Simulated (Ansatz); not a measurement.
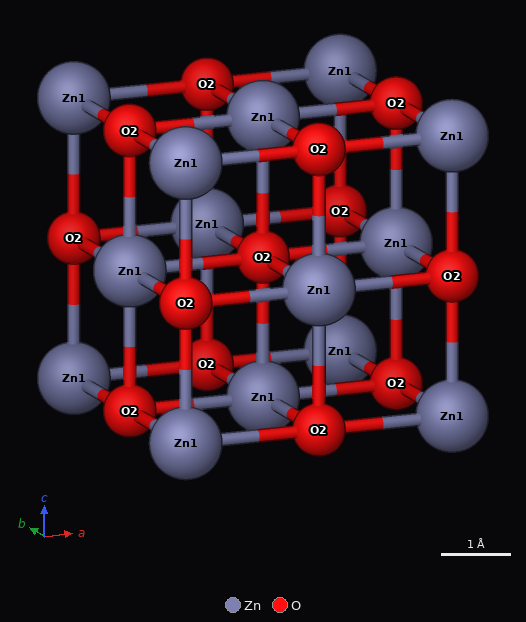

Fig. 1: The structure as given in the input (ball-and-stick view of the cell 4 times as large as that of the calculation, set on its symmetry axes, seen slightly off an axis; atoms are numbered from 1 in the order of the input). Near neighbours in the crystal (not all of them lie inside the picture): Zn has 6 O at 2.10 Å; O has 6 Zn at 2.10 Å.

# Single-point calculation of ZnO

System: ZnO (Fm-3m, 2 atoms in the cell).
Method: DFT PBE, scalar-relativistic, plane waves, PAW, no spin polarisation (Ansatz 0.2.0).

The structure was made by a generator, so it may or may not be a known phase. Figures and captions count atoms from 1; the log counts them from 0 in places.

**Output**
```
Engine: ansatz 0.2.0, aarch64-unknown-linux-gnu
Pseudopotentials: kind: paw
Pseudopotential: Zn, paw, valence charge 12, recommended cutoff 420 eV (normal), Zn.paw.azcp
Pseudopotential: O, paw, valence charge 6, recommended cutoff 420 eV (normal), O.paw.azcp
Functional definition: PBE
  parameter kappa = 0.804
  parameter beta = 0.06672455060314922
  exchange = pbe_x(kappa = kappa, mu = beta*pi^2/3)
  correlation = pbe_c(beta = beta)
Crystal: 2 atoms, lattice volume = 18.466 Å³
Basis set: ecut = 420 eV, 339 PW (Γ), exchange–correlation on 40×40×40 points (8 copies of the dense FFT grid, shifted against one another)
Bands: 13, of which v1, the nominal top of the filled ones, is band 9 counted from 1 (8 counted from 0)
Symmetry: 48 space group operations
Space group: Fm-3m (ITA 225), of the structure as read, at distance tolerance 2.6e-5 Å
k-points: 72 of 1728
Non-local potential: Zn, projectors of the file, l = 0: 2, l = 1: 2, l = 2: 3, l = 3: 1
Non-local potential: O, projectors of the file, l = 0: 2, l = 1: 2, l = 2: 1
PAW form: soft (Blöchl's): semilocal exchange-correlation on the pseudo side does not see the compensation charge
PAW one-centre angular grid: Zn, 590 points (default); XC on 64 Gauss nodes
PAW one-centre angular grid: O, 110 points (default); XC on 64 Gauss nodes
Initial density: superposition of atomic densities (neutral atoms: chi_scale 0, normalization atom), corrected by the library's trained network
Initial wavefunctions: pseudopotential atomic-orbital guess
Functional: x = pbe(κ = 0.804, μ = 0.2195149727645171), c = pbe(β = 0.06672455060314922)
SCF iter   1: F=—  HF=-3886.439552 eV  |F-HF|=—  |Δ(HF+E_count)|=         —  Δρ=1.85e-3  dr2=2.60e-4  ethr=1.77e-3  ⟨swp⟩=5.2  Hψ=5106  notcnv=0
preconditioner: auto → none  [insulator: Δε(μ)=1.200 eV  Ē_g=16.527 eV  σ=0.020 eV  W_gap=1.00  n_scr=8 (ndim 8)  ℏωp=36.7 eV  f_vac=0.000  D(μ)=0.00/eV (n_scr^D=0)  ε∞_Penn≈5.9]
SCF iter   2: F=—  HF=-3886.439901 eV  |F-HF|=—  |Δ(HF+E_count)|=   3.49e-4  Δρ=5.15e-4  dr2=1.52e-5  ethr=1.44e-6  ⟨swp⟩=2.2  Hψ=2405  notcnv=0
SCF iter   3: F=—  HF=-3886.439902 eV  |F-HF|=—  |Δ(HF+E_count)|=   1.72e-6  Δρ=3.57e-4  dr2=7.89e-6  ethr=8.45e-8  ⟨swp⟩=2.1  Hψ=1548  notcnv=0
SCF iter   4: F=—  HF=-3886.439945 eV  |F-HF|=—  |Δ(HF+E_count)|=   4.29e-5  Δρ=7.85e-5  dr2=9.27e-7  ethr=4.39e-8  ⟨swp⟩=2.0  Hψ=1571  notcnv=0
SCF iter   5: F=—  HF=-3886.439945 eV  |F-HF|=—  |Δ(HF+E_count)|=   3.06e-7  Δρ=2.72e-5  dr2=1.32e-7  ethr=5.15e-9  ⟨swp⟩=2.0  Hψ=1508  notcnv=0
SCF iter   6: F=-3886.439945 eV  HF=-3886.439945 eV  |F-HF|=8.12e-9  |Δ(HF+E_count)|=   4.86e-8  Δρ=8.14e-6  dr2=1.02e-8  ethr=5.56e-10  ⟨swp⟩=7.0  Hψ=4894  notcnv=0
SCF 1 converged in 6 iterations: F = -3886.439945 eV  dr2 = 1.02e-8
  greatest PAW one-centre occupation: 0.993 electrons in one spin orbital (limit 2), on the Zn atom at site 0 (counted from 0), in its partial waves of l = 2
```

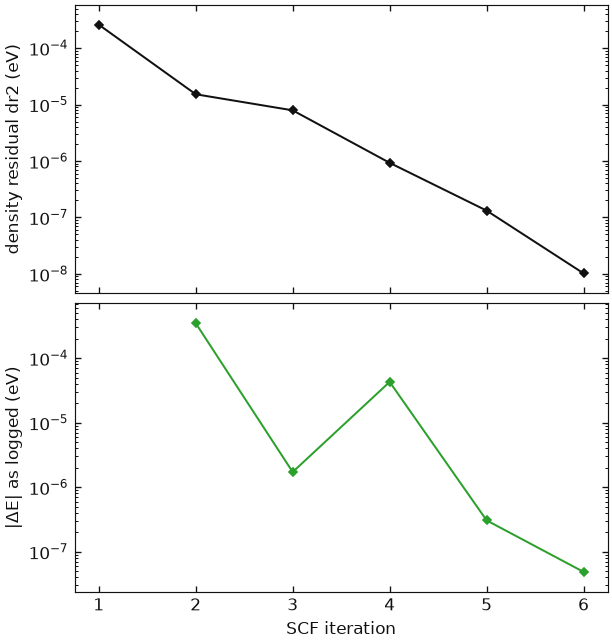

Fig. 2: Convergence of the self-consistent field: density residual dr2 and size of the energy change against the SCF iteration. The residual falls at every step.

```
SCF converged after 6 iterations
Free energy (F): -3886.439945 eV
Harris-Foulkes:  -3886.439945 eV  (|F-HF|=8.12e-9)
Internal energy: -3886.439945 eV  (E = F + TS)
E sigma→0 (E₀):  -3886.439945 eV
Fermi energy:    11.731833 eV
--- Per-component energies (eV) ---
  E_band       = 96.889661
  E_kinetic    = 308.726843
  E_local      = -1660.899142  (includes V_loc(G=0)·N_el)
  E_nonlocal   = 670.269427
  E_hartree    = 684.403262
  E_xc         = -210.816246
  E_vxc        = -146.195839  (∫ρ·V_xc dr)
  E_paw        = -1992.686948  (= ΣΔE_a)
  E_vpaw       = -443.819824  (= ΣTr[D̂ρ^β])
  E_aug_tail   = 0.001967  (compensation charges beyond the density's cutoff)
  E_ewald      = -1685.439108
  E_smearing   = -0.000000  (= −TS)
  E_closure    = 0.000000  (closes the sum)
  Σ components = -3886.439945   (vs F -3886.439945, Δ=0.00e0)
--- Forces (eV/Å), atoms counted from 1 ---
  atom   1  Zn    -0.00000000     0.00000000    -0.00000000
  atom   2  O      0.00000000    -0.00000000    -0.00000000
  max |Σ_I F_I| component: 1.72e-29 eV/Å
--- Stress (GPa, compression-positive) ---
       19.348705       0.000000      -0.000000
       -0.000000      19.348705      -0.000000
       -0.000000       0.000000      19.348705
  P = ⅓ Tr σ = 19.3487 GPa (193.487 kbar)
--- Band table (eV; the first three rows and the last of 72) ---
  k-point 0: bands = ["-8.0187", "6.1224", "6.1224", "6.1224", "6.3634", "6.3634", "9.5254", "9.5254", "9.5254", "12.3289", "29.3915", "29.3915", "29.3915"]
  k-point 1: bands = ["-7.9333", "6.0561", "6.1157", "6.1157", "6.2752", "6.2752", "8.9230", "9.6653", "9.6653", "13.0046", "26.9822", "28.9896", "28.9896"]
  k-point 2: bands = ["-7.6902", "5.7578", "5.8972", "5.8972", "6.2766", "6.2766", "8.0021", "10.0073", "10.0073", "14.2310", "24.6811", "27.7917", "27.7917"]
  k-point 71: bands = ["-6.2468", "5.1819", "5.1978", "5.1978", "6.7320", "6.9872", "7.5155", "7.5155", "8.9155", "18.4131", "21.8950", "21.8950", "23.6748"]
```

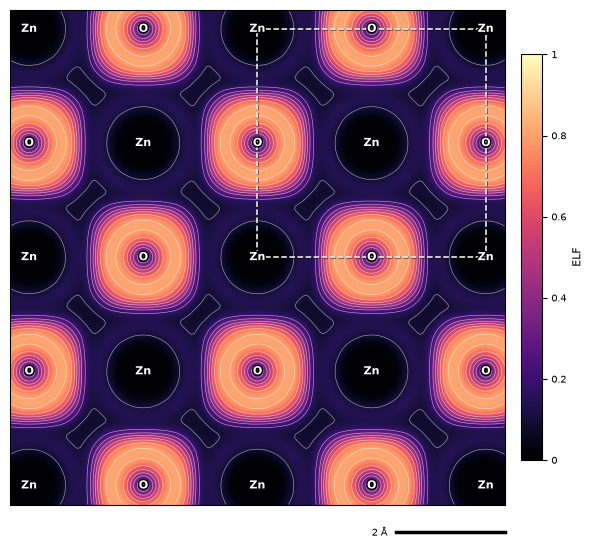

Fig. 3: ELF on the (010) plane of the conventional cell. The plane passes through Zn and O nuclei. Zn–O (2.10 Å): the ELF is about 0.20 at the midpoint. In a PAW calculation such maps are meaningful between the atoms, not at the nuclei.

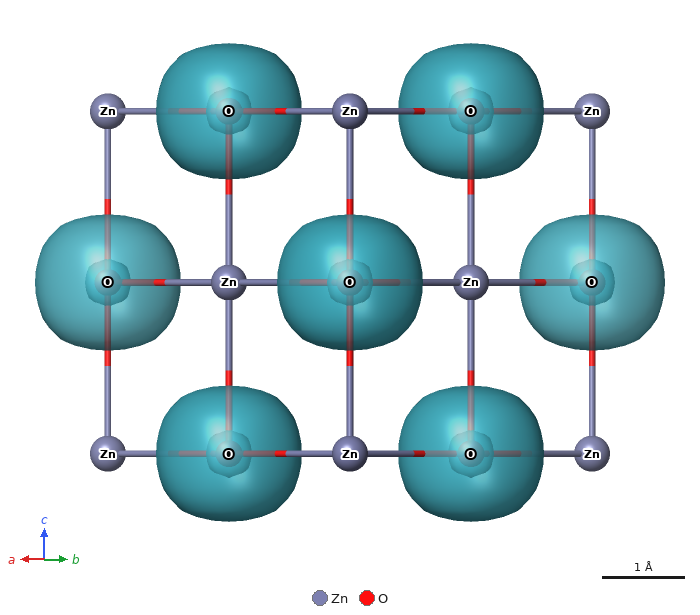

Fig. 4: Isosurface of the ELF at 0.6 (cyan), seen along [110]. Core shells and regions of very low density are left out. Sticks mark near contacts. The outline is the cell set on symmetry axes. Profiles from the grid: Zn–O (2.10 Å): the ELF is about 0.20 at the midpoint.

The run was set up as follows.

**Input file**
```yaml
crystal:
  lattice:
    - [0.0, 2.0978634485, 2.0978634485]
    - [2.0978634485, 0.0, 2.0978634485]
    - [2.0978634485, 2.0978634485, 0.0]
  atoms:
    - { symbol: Zn, position: [0.0, 0.0, 0.0] }
    - { symbol: O, position: [0.5, 0.5, 0.5] }
basis:
  ecutwfc: 420
kpoints:
  mp_grid: { grid: [12, 12, 12] }
hamiltonian:
  xc: pbe
scf:
  occupations: { method: gaussian, width: 0.02 }
output:
  forces: true
  stress: true
  eigenvalues: true
  write_density: true
  write_potential: true
  elf: true
  volumetric_format: npy
```

Launched with:
```bash
ansatz run input.yaml --threads 1 --pin off --max-ram 2560MiB --backend cpu --events-out ev --progress --plain --runs-dir out
```

**Summary**

```json
{"quantity": "outcome", "value": "converged"}
{"quantity": "space group (tolerance 0.01 Å)", "value": "Fm-3m (225)"}
{"quantity": "electrons treated", "value": "18"}
{"quantity": "free energy", "value": "−3886.4399 eV"}
{"quantity": "Fermi energy", "value": "11.732 eV"}
{"quantity": "gap on the k-point mesh", "value": "1.19 eV"}
{"quantity": "pressure", "value": "19.35 GPa"}
{"quantity": "largest force (length of the vector)", "value": "under 0.001 eV/Å"}
{"quantity": "hardware", "value": "1 thread of Arm Neoverse V2, 24 GiB of memory available, shared host"}
{"quantity": "wall time", "value": "1.4 s"}
{"quantity": "peak memory", "value": "0.28 GiB"}
```

**Notes**

The cell is under a pressure of 19.3 GPa at this level, so it is not at its equilibrium volume.
